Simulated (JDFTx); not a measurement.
Geometry relaxation, with input and output: Hf (part 2 of 3)

Continued. System: Hf (2 atoms in the cell). Method: Kohn-Sham DFT of a periodic cell, LDA, SG15-PBE-1.2, no spin polarisation (JDFTx 1.7.0 (patched build)); cutoff 1088.45 eV, 2×2×1 k-mesh, fermi-dirac of 0.05 eV. The structure derives from an entry of the Crystallography Open Database. The settings are looser than a standard set-up, so the numbers are not reference values.

**Output, continued**
```
-------- Electronic minimization -----------
Will mix electronic density at each iteration.
	FillingsUpdate:  mu: +0.960220180  nElectrons: 52.000000
	FillingsUpdate:  mu: +1.023023451  nElectrons: 52.000000
SCF: Cycle:  0   F: -446.618214493737582   dF: -8.926e-01   |Residual|: 7.902e-01   |deigs|: 3.114e-02
	FillingsUpdate:  mu: +1.015957794  nElectrons: 52.000000
SCF: Cycle:  1   F: -446.813089211253214   dF: -1.949e-01   |Residual|: 3.195e-01   |deigs|: 8.561e-02
	FillingsUpdate:  mu: +1.014705093  nElectrons: 52.000000
[... 12 further cycles ...]
SCF: Cycle: 14   F: -446.860833919795141   dF: -9.436e-11   |Residual|: 2.141e-05   |deigs|: 1.364e-06
	FillingsUpdate:  mu: +1.019684701  nElectrons: 52.000000
SCF: Cycle: 15   F: -446.860833920033201   dF: -2.381e-10   |Residual|: 6.792e-06   |deigs|: 2.568e-06
SCF: Converged (|Delta E|<1.000000e-09 for 2 iters).

Setting wave functions to eigenvectors of Hamiltonian
# Lattice vectors:
R =
[      5.95453     -2.97726            0  ]
[            0      5.15677            0  ]
[            0            0      8.51434  ]
unit cell volume = 261.442

# Strain tensor in Cartesian coordinates:
[   -0.0142961            0            0  ]
[            0   -0.0142961            0  ]
[            0            0    -0.109179  ]

# Stress tensor in Cartesian coordinates [Eh/a0^3]:
[ -0.000302386            0            0  ]
[            0 -0.000302386            0  ]
[            0            0  0.000771274  ]

# Ionic positions in lattice coordinates:
ion Hf   0.666666666666667   0.333333333333333   0.750000000000000 1
ion Hf   0.333333333333333   0.666666666666667   0.250000000000000 1

# Forces in Cartesian coordinates:
force Hf  -0.000000000000000   0.000000000000000   0.000000000000000 1
force Hf   0.000000000000000   0.000000000000000   0.000000000000000 1

# Energy components:
   Eewald =     -383.8685122072402578
       EH =       93.3491629717291005
     Eloc =     -222.2167017097884241
      Enl =      -85.2581073231345101
      Exc =      -37.8820728964553410
       KE =      189.0171516613467588
-------------------------------------
     Etot =     -446.8590795035427732
       TS =        0.0017544164903997
-------------------------------------
        F =     -446.8608339200332011

LatticeMinimize: Iter:   1  F: -446.860833920033201  |grad|_K:  3.436e-02  alpha:  1.353e+01  linmin: -7.753e-01

-------- Electronic minimization -----------
Will mix electronic density at each iteration.
	FillingsUpdate:  mu: +1.019684701  nElectrons: 52.000000
	FillingsUpdate:  mu: +1.001980598  nElectrons: 52.000000
SCF: Cycle:  0   F: -446.688453428632954   dF: -2.997e+00   |Residual|: 7.976e-01   |deigs|: 7.955e-02
	FillingsUpdate:  mu: +1.001095871  nElectrons: 52.000000
SCF: Cycle:  1   F: -446.839376291398651   dF: -1.509e-01   |Residual|: 3.595e-01   |deigs|: 3.377e-02
	FillingsUpdate:  mu: +1.017741895  nElectrons: 52.000000
[... 9 further cycles ...]
SCF: Cycle: 11   F: -446.871400740780587   dF: -8.126e-10   |Residual|: 4.551e-06   |deigs|: 1.082e-06
	FillingsUpdate:  mu: +1.018014604  nElectrons: 52.000000
SCF: Cycle: 12   F: -446.871400741132504   dF: -3.519e-10   |Residual|: 3.524e-06   |deigs|: 3.051e-07
SCF: Converged (|Delta E|<1.000000e-09 for 2 iters).

Setting wave functions to eigenvectors of Hamiltonian
# Lattice vectors:
R =
[      6.13464     -3.06732            0  ]
[            0      5.31276            0  ]
[            0            0      7.86981  ]
unit cell volume = 256.492

# Strain tensor in Cartesian coordinates:
[    0.0155203            0            0  ]
[            0    0.0155203            0  ]
[            0            0    -0.176613  ]

# Stress tensor in Cartesian coordinates [Eh/a0^3]:
[ -0.000109887            0            0  ]
[            0 -0.000109887            0  ]
[            0            0 -6.59073e-05  ]

# Ionic positions in lattice coordinates:
ion Hf   0.666666666666667   0.333333333333333   0.750000000000000 1
ion Hf   0.333333333333333   0.666666666666667   0.250000000000000 1

# Forces in Cartesian coordinates:
force Hf   0.000000000000000   0.000000000000000  -0.000000000000000 1
force Hf  -0.000000000000000   0.000000000000000  -0.000000000000000 1

# Energy components:
   Eewald =     -384.7958100409380791
       EH =       93.4203414392897855
     Eloc =     -221.3954573205290615
      Enl =      -85.1863812606957396
      Exc =      -37.9231454346470969
       KE =      189.0108066712241452
-------------------------------------
     Etot =     -446.8696459462960320
       TS =        0.0017547948364666
-------------------------------------
        F =     -446.8714007411325042

LatticeMinimize: Iter:   2  F: -446.871400741132504  |grad|_K:  6.453e-03  alpha:  1.000e+00  linmin: -1.130e-01

-------- Electronic minimization -----------
Will mix electronic density at each iteration.
	FillingsUpdate:  mu: +1.018014604  nElectrons: 52.000000
	FillingsUpdate:  mu: +0.975512920  nElectrons: 52.000000
SCF: Cycle:  0   F: -446.836920696049788   dF: -3.392e-02   |Residual|: 2.775e-01   |deigs|: 2.147e-03
	FillingsUpdate:  mu: +0.986168244  nElectrons: 52.000000
SCF: Cycle:  1   F: -446.865641026952062   dF: -2.872e-02   |Residual|: 9.700e-02   |deigs|: 3.542e-02
	FillingsUpdate:  mu: +0.991415735  nElectrons: 52.000000
[... 11 further cycles ...]
SCF: Cycle: 13   F: -446.871582885878183   dF: -2.679e-10   |Residual|: 1.636e-05   |deigs|: 2.122e-06
	FillingsUpdate:  mu: +0.990179009  nElectrons: 52.000000
SCF: Cycle: 14   F: -446.871582885992609   dF: -1.144e-10   |Residual|: 7.652e-06   |deigs|: 3.752e-06
SCF: Converged (|Delta E|<1.000000e-09 for 2 iters).

Setting wave functions to eigenvectors of Hamiltonian
# Lattice vectors:
R =
[        6.198       -3.099            0  ]
[            0      5.36762            0  ]
[            0            0      7.91683  ]
unit cell volume = 263.381

# Strain tensor in Cartesian coordinates:
[    0.0260074            0            0  ]
[            0    0.0260074            0  ]
[            0            0    -0.171694  ]

# Stress tensor in Cartesian coordinates [Eh/a0^3]:
[  3.68338e-05            0            0  ]
[            0  3.68338e-05            0  ]
[            0            0  6.76812e-05  ]

# Ionic positions in lattice coordinates:
ion Hf   0.666666666666667   0.333333333333333   0.750000000000000 1
ion Hf   0.333333333333333   0.666666666666667   0.250000000000000 1

# Forces in Cartesian coordinates:
force Hf  -0.000000000000000  -0.000000000000000  -0.000000000000000 1
force Hf  -0.000000000000000  -0.000000000000000  -0.000000000000000 1

# Energy components:
   Eewald =     -381.3414096855456137
       EH =       95.3090917252122836
     Eloc =     -226.7035986031737878
      Enl =      -85.2329471920916717
      Exc =      -37.8905203073153771
       KE =      188.9895555964136520
-------------------------------------
     Etot =     -446.8698284665003939
       TS =        0.0017544194922293
-------------------------------------
        F =     -446.8715828859926091

LatticeMinimize: Iter:   3  F: -446.871582885992609  |grad|_K:  3.353e-03  alpha:  1.000e+00  linmin:  8.646e-01

-------- Electronic minimization -----------
Will mix electronic density at each iteration.
	FillingsUpdate:  mu: +0.990179009  nElectrons: 52.000000
	FillingsUpdate:  mu: +1.001789219  nElectrons: 52.000000
SCF: Cycle:  0   F: -446.868097853586733   dF: -4.552e-03   |Residual|: 9.089e-02   |deigs|: 2.473e-04
	FillingsUpdate:  mu: +0.999333464  nElectrons: 52.000000
SCF: Cycle:  1   F: -446.871003106161254   dF: -2.905e-03   |Residual|: 3.322e-02   |deigs|: 1.119e-02
	FillingsUpdate:  mu: +0.998227404  nElectrons: 52.000000
[... 9 further cycles ...]
SCF: Cycle: 11   F: -446.871642891001443   dF: -1.841e-10   |Residual|: 5.363e-06   |deigs|: 1.837e-07
	FillingsUpdate:  mu: +0.998758689  nElectrons: 52.000000
SCF: Cycle: 12   F: -446.871642891071190   dF: -6.975e-11   |Residual|: 3.538e-06   |deigs|: 3.143e-07
SCF: Converged (|Delta E|<1.000000e-09 for 2 iters).

Setting wave functions to eigenvectors of Hamiltonian
# Lattice vectors:
R =
[      6.18407     -3.09204            0  ]
[            0      5.35557            0  ]
[            0            0      7.88326  ]
unit cell volume = 261.087

# Strain tensor in Cartesian coordinates:
[     0.023703            0            0  ]
[            0     0.023703            0  ]
[            0            0    -0.175206  ]

# Stress tensor in Cartesian coordinates [Eh/a0^3]:
[ -1.59904e-06            0            0  ]
[            0 -1.59904e-06            0  ]
[            0            0  1.46934e-06  ]

# Ionic positions in lattice coordinates:
ion Hf   0.666666666666667   0.333333333333333   0.750000000000000 1
ion Hf   0.333333333333333   0.666666666666667   0.250000000000000 1

# Forces in Cartesian coordinates:
force Hf   0.000000000000000  -0.000000000000000   0.000000000000000 1
force Hf  -0.000000000000000   0.000000000000000   0.000000000000000 1

# Energy components:
   Eewald =     -382.4221898122573862
       EH =       94.7370669102864440
     Eloc =     -225.0626392166759331
      Enl =      -85.2163925581377839
      Exc =      -37.9018712552993264
       KE =      188.9961375205171521
-------------------------------------
     Etot =     -446.8698884115667056
       TS =        0.0017544795044811
-------------------------------------
        F =     -446.8716428910711898

LatticeMinimize: Iter:   4  F: -446.871642891071190  |grad|_K:  1.049e-04  alpha:  1.000e+00  linmin:  6.665e-02

-------- Electronic minimization -----------
Will mix electronic density at each iteration.
	FillingsUpdate:  mu: +0.998758689  nElectrons: 52.000000
	FillingsUpdate:  mu: +0.998497415  nElectrons: 52.000000
SCF: Cycle:  0   F: -446.871641818061050   dF: -9.264e-06   |Residual|: 1.520e-03   |deigs|: 2.514e-07
	FillingsUpdate:  mu: +0.998571173  nElectrons: 52.000000
SCF: Cycle:  1   F: -446.871642724886271   dF: -9.068e-07   |Residual|: 7.408e-04   |deigs|: 1.263e-04
	FillingsUpdate:  mu: +0.998632459  nElectrons: 52.000000
[... 4 further cycles ...]
SCF: Cycle:  6   F: -446.871642969667960   dF: -3.839e-10   |Residual|: 1.215e-05   |deigs|: 1.830e-08
	FillingsUpdate:  mu: +0.998625994  nElectrons: 52.000000
SCF: Cycle:  7   F: -446.871642969793186   dF: -1.252e-10   |Residual|: 1.694e-05   |deigs|: 3.853e-07
SCF: Converged (|Delta E|<1.000000e-09 for 2 iters).

Setting wave functions to eigenvectors of Hamiltonian
# Lattice vectors:
R =
[      6.18468     -3.09234            0  ]
[            0      5.35609            0  ]
[            0            0      7.88253  ]
unit cell volume = 261.114

# Strain tensor in Cartesian coordinates:
[    0.0238028            0            0  ]
[            0    0.0238028            0  ]
[            0            0    -0.175283  ]

# Stress tensor in Cartesian coordinates [Eh/a0^3]:
[ -5.61618e-07            0            0  ]
[            0 -5.61618e-07            0  ]
[            0            0  2.95578e-07  ]

# Ionic positions in lattice coordinates:
ion Hf   0.666666666666667   0.333333333333333   0.750000000000000 1
ion Hf   0.333333333333333   0.666666666666667   0.250000000000000 1

# Forces in Cartesian coordinates:
force Hf  -0.000000000000000  -0.000000000000000   0.000000000000000 1
force Hf   0.000000000000000   0.000000000000000   0.000000000000000 1

# Energy components:
   Eewald =     -382.4061046047699506
       EH =       94.7469314492452668
     Eloc =     -225.0884708685101714
      Enl =      -85.2165024032517522
      Exc =      -37.9017804676853487
       KE =      188.9960384040947758
-------------------------------------
     Etot =     -446.8698884908772015
       TS =        0.0017544789159925
-------------------------------------
        F =     -446.8716429697931858

LatticeMinimize: Iter:   5  F: -446.871642969793186  |grad|_K:  3.298e-05  alpha:  1.000e+00  linmin: -9.718e-01

-------- Electronic minimization -----------
Will mix electronic density at each iteration.
	FillingsUpdate:  mu: +0.998625994  nElectrons: 52.000000
	FillingsUpdate:  mu: +0.998481102  nElectrons: 52.000000
SCF: Cycle:  0   F: -446.871642685419602   dF: -1.569e-06   |Residual|: 7.427e-04   |deigs|: 4.376e-08
	FillingsUpdate:  mu: +0.998518584  nElectrons: 52.000000
SCF: Cycle:  1   F: -446.871642920382328   dF: -2.350e-07   |Residual|: 3.667e-04   |deigs|: 7.643e-05
	FillingsUpdate:  mu: +0.998548606  nElectrons: 52.000000
[... 2 further cycles ...]
SCF: Cycle:  4   F: -446.871642981601155   dF: -5.816e-10   |Residual|: 1.171e-05   |deigs|: 2.652e-06
	FillingsUpdate:  mu: +0.998544195  nElectrons: 52.000000
SCF: Cycle:  5   F: -446.871642981817274   dF: -2.161e-10   |Residual|: 3.448e-06   |deigs|: 1.260e-06
SCF: Converged (|Delta E|<1.000000e-09 for 2 iters).

Setting wave functions to eigenvectors of Hamiltonian
# Lattice vectors:
R =
[      6.18497     -3.09249            0  ]
[            0      5.35634            0  ]
[            0            0      7.88232  ]
unit cell volume = 261.132

# Strain tensor in Cartesian coordinates:
[    0.0238515            0            0  ]
[            0    0.0238515            0  ]
[            0            0    -0.175305  ]

# Stress tensor in Cartesian coordinates [Eh/a0^3]:
[  8.27052e-08            0            0  ]
[            0  8.27052e-08            0  ]
[            0            0  5.44755e-07  ]

# Ionic positions in lattice coordinates:
ion Hf   0.666666666666667   0.333333333333333   0.750000000000000 1
ion Hf   0.333333333333333   0.666666666666667   0.250000000000000 1

# Forces in Cartesian coordinates:
force Hf  -0.000000000000000   0.000000000000000   0.000000000000000 1
force Hf  -0.000000000000000   0.000000000000000   0.000000000000000 1

# Energy components:
   Eewald =     -382.3961495031003324
       EH =       94.7527758302727676
     Eloc =     -225.1041880348671498
      Enl =      -85.2165831432317304
      Exc =      -37.9017096339049786
       KE =      188.9959659814716701
-------------------------------------
     Etot =     -446.8698885033597321
       TS =        0.0017544784575543
-------------------------------------
        F =     -446.8716429818172742

LatticeMinimize: Iter:   6  F: -446.871642981817274  |grad|_K:  2.168e-05  alpha:  1.000e+00  linmin: -1.631e-01
LatticeMinimize: Converged (|Delta F|<1.000000e-06 for 2 iters).

Dumping 'run.eigStats' ...
	eMin: -1.247155 at state 0 ( [ +0.000000 +0.000000 +0.000000 ] spin 0 )
	HOMO: +0.997271 at state 1 ( [ +0.000000 +0.500000 +0.000000 ] spin 0 )
	mu  : +0.998544
	LUMO: +1.030939 at state 0 ( [ +0.000000 +0.000000 +0.000000 ] spin 0 )
	eMax: +1.339218 at state 1 ( [ +0.000000 +0.500000 +0.000000 ] spin 0 )
	HOMO-LUMO gap: +0.033669
	Optical gap  : +0.124632 at state 1 ( [ +0.000000 +0.500000 +0.000000 ] spin 0 )
Done!
```

**Trajectory as extended XYZ (Å, eV, eV/Å), 7 frames, from step=0 to step=6**
```
2
Lattice="3.1967 0.0000 0.0000 -1.5983 2.7684 0.0000 0.0000 0.0000 5.0578" Properties=species:S:1:pos:R:3:forces:R:3 step=0 energy=-12158.60080
Hf    1.5984    0.9228    3.7934    0.0000   0.0000   0.0000
Hf    0.0000    1.8456    1.2645    0.0000   0.0000   0.0000
2
Lattice="3.1510 0.0000 0.0000 -1.5755 2.7288 0.0000 0.0000 0.0000 4.5056" Properties=species:S:1:pos:R:3:forces:R:3 step=1 energy=-12159.70275
Hf    1.5755    0.9096    3.3792    0.0000   0.0000   0.0000
Hf    0.0000    1.8192    1.1264    0.0000   0.0000   0.0000
2
Lattice="3.2463 0.0000 0.0000 -1.6232 2.8114 0.0000 0.0000 0.0000 4.1645" Properties=species:S:1:pos:R:3:forces:R:3 step=2 energy=-12159.99029
Hf    1.6232    0.9371    3.1234    0.0000   0.0000   0.0000
Hf    0.0000    1.8743    1.0411    0.0000   0.0000   0.0000
2
Lattice="3.2798 0.0000 0.0000 -1.6399 2.8404 0.0000 0.0000 0.0000 4.1894" Properties=species:S:1:pos:R:3:forces:R:3 step=3 energy=-12159.99524
Hf    1.6399    0.9468    3.1421    0.0000   0.0000   0.0000
Hf    0.0000    1.8936    1.0474    0.0000   0.0000   0.0000
2
Lattice="3.2725 0.0000 0.0000 -1.6362 2.8340 0.0000 0.0000 0.0000 4.1716" Properties=species:S:1:pos:R:3:forces:R:3 step=4 energy=-12159.99688
Hf    1.6362    0.9447    3.1287    0.0000   0.0000   0.0000
Hf    0.0000    1.8894    1.0429    0.0000   0.0000   0.0000
2
Lattice="3.2728 0.0000 0.0000 -1.6364 2.8343 0.0000 0.0000 0.0000 4.1713" Properties=species:S:1:pos:R:3:forces:R:3 step=5 energy=-12159.99688
Hf    1.6364    0.9448    3.1284    0.0000   0.0000   0.0000
Hf    0.0000    1.8895    1.0428    0.0000   0.0000   0.0000
2
Lattice="3.2729 0.0000 0.0000 -1.6365 2.8345 0.0000 0.0000 0.0000 4.1711" Properties=species:S:1:pos:R:3:forces:R:3 step=6 energy=-12159.99688
Hf    1.6365    0.9448    3.1284    0.0000   0.0000   0.0000
Hf    0.0000    1.8896    1.0428    0.0000   0.0000   0.0000
```

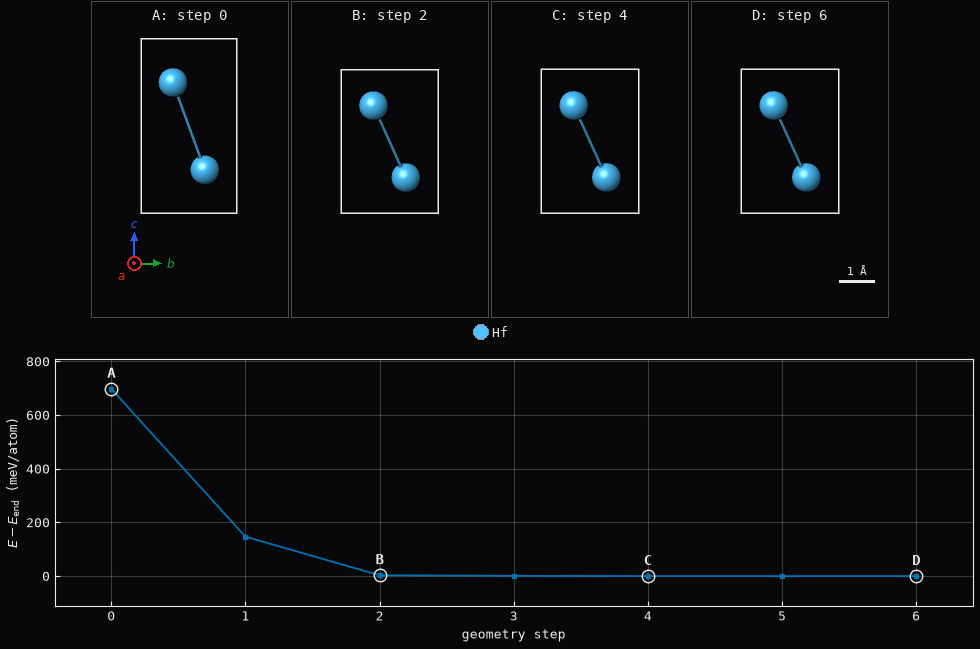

*Frames of the relaxation (ball-and-stick view of the cell of the calculation, along the a axis) above the curves, on which the letters mark them (steps are counted from 0).*

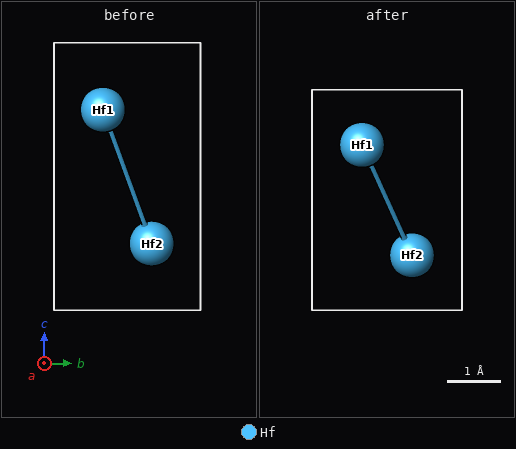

*Before (left) and after (right) the relaxation, at one scale (ball-and-stick view of the cell of the calculation, along the a axis).*

After 6 geometry steps the energy has fallen by 698 meV per atom. All forces vanish by symmetry, so only the cell relaxes. The atoms keep their places relative to the cell (all moves are under 0.005 Å). The volume changes by −13.5 %, with a = b 3.197 → 3.273 Å (+2.4 %), c 5.058 → 4.171 Å (−17.5 %). Distances before and after: Hf1–Hf2 3.131 → 2.814 Å, Hf1–Hf1 3.197 → 3.273 Å. The space group stays P6_3/mmc (No. 194). (Atoms are counted from 1 in the order of the input.)

The run was set up as follows.

**Input**
```
include Hf.lattice
coords-type Lattice
include Hf.ionpos

ion-species pseudo/Hf.upf
elec-cutoff 40 320
elec-ex-corr lda-PW
kpoint-folding 2 2 1
elec-smearing Fermi 0.0018374661
elec-n-bands 34
electronic-SCF nIterations 100 energyDiffThreshold 1e-09
electronic-minimize nIterations 30 energyDiffThreshold 1e-7
forces-output-coords Cartesian
lattice-minimize nIterations 40 energyDiffThreshold 1e-6

dump-name run.$VAR
dump End Ecomponents EigStats BandEigs Kpoints Forces Stress ElecDensity KEdensity
```

**File Hf.lattice**
```
lattice \
    6.0408875026    -3.0204437513     0.0000000000 \
    0.0000000000     5.2315620387     0.0000000000 \
    0.0000000000     0.0000000000     9.5578567931
```

**File Hf.ionpos**
```
ion Hf     0.6666666667     0.3333333333     0.7500000000 1
ion Hf     0.3333333333     0.6666666667     0.2500000000 1
```

Command:
```bash
jdftx -c 1 -i Hf.in -o Hf.out
```

**Summary**

| quantity | value |
| --- | --- |
| outcome | converged |
| space group (tolerance 0.01 Å) | P6₃/mmc (194) |
| electrons treated | 52 |
| free energy | −12159.9969 eV |
| Fermi energy | 27.172 eV |
| gap on the k-point mesh | none (metallic) |
| pressure | −0.01 GPa |
| final volume | 38.70 Å³ |
| largest force (length of the vector) at the end | under 0.001 eV/Å |
| final cell | a = 3.273 Å, b = 3.273 Å, c = 4.171 Å, α = 90.00°, β = 90.00°, γ = 120.00° |
| hardware | 1 thread of Intel Xeon @ 2.50GHz (Skylake/Cascade Lake), 32 GiB of memory available, shared host |
| wall time | 94 s |
| peak memory | 0.11 GiB |
